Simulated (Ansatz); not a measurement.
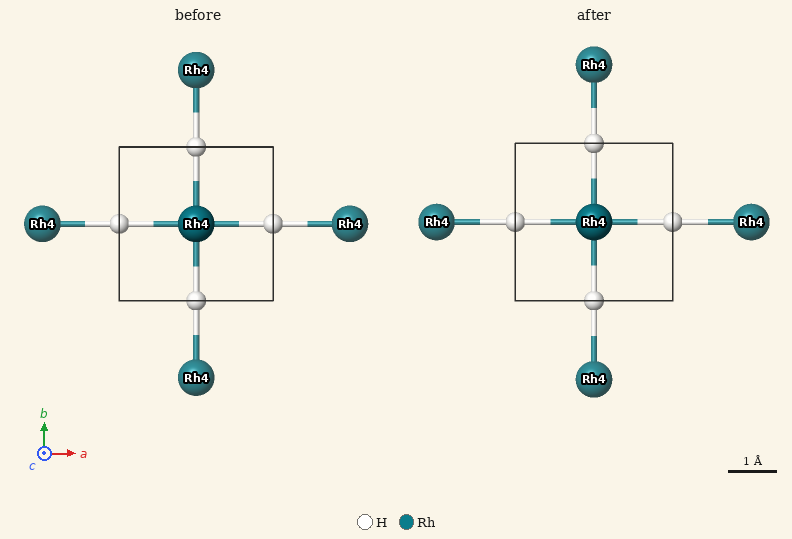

The structure of a crystal of H3Rh (a generated structure, set up in Pm-3m) (coarse preliminary run) before (left) and after (right) a relaxation, at one scale.

Style: ball-and-stick. Shown: the cell of the calculation, along the c axis.

These are results of DFT PBE, scalar-relativistic, plane waves, PAW (Ansatz), not measurements. Settings: plane-wave cutoff 420 eV; k-point mesh 6 × 6 × 6; occupations gaussian; smearing width 0.1 eV; no spin polarisation; cell and atoms relaxed; force threshold 0.04 eV/Å; at most 70 steps.

**Summarise the run.**

No atom moves by more than 0.005 Å relative to the cell. The drawn cell changes as follows: a = b = c 3.252 → 3.328 Å (+2.3 %); the volume changes by +7.2 %. Among the contacts that change: H–Rh 1.626 → 1.664 Å. The space group stays Pm-3m (No. 221). The energy falls by 14.3 meV per atom in 2 accepted moves (3 points after the start). All forces vanish by symmetry, so only the cell relaxes. Pressure: 7.67 GPa at the start and 0.17 GPa at the end. At 1 point the geometry stayed and the basis and grid were re-selected for the new cell (energy shift of 1.0 meV per atom at most each time). Cost: 2.7 s on 1 thread of Arm Neoverse V2, with other jobs on the host, peak memory 0.28 GiB.
